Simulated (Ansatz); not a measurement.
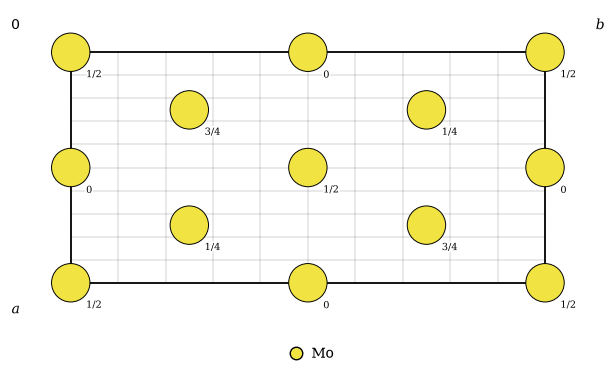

Plan of a unit cell projected along c (a down the page, b across); the numbers are heights as fractions of c, and atoms on the cell's edges are repeated. The grid marks tenths of a and b. Source: the geometry relaxed with DFT, r2SCAN, plane waves (500 eV) with PAW, scalar-relativistic (Ansatz); the starting structure was generated, so it need not be a known form of this composition. All values are computed from the atomic coordinates in the standard setting (tolerance 0.002 Å).

a = 2.640 Å, b = 5.432 Å, c = 8.876 Å, α = 90.00°, β = 90.00°, γ = 90.00°.

What does the cell contain?

8 Mo: Mo, Z = 8.

Give the fractional coordinates of all atoms, to two places.

| atom | x | y | z |
| --- | --- | --- | --- |
| Mo | 0.25 | 0.25 | 0.75 |
| Mo | 0.50 | 0.00 | 0.00 |
| Mo | 0.25 | 0.75 | 0.25 |
| Mo | 0.50 | 0.50 | 0.50 |
| Mo | 0.75 | 0.25 | 0.25 |
| Mo | 0.00 | 0.00 | 0.50 |
| Mo | 0.75 | 0.75 | 0.75 |
| Mo | 0.00 | 0.50 | 0.00 |
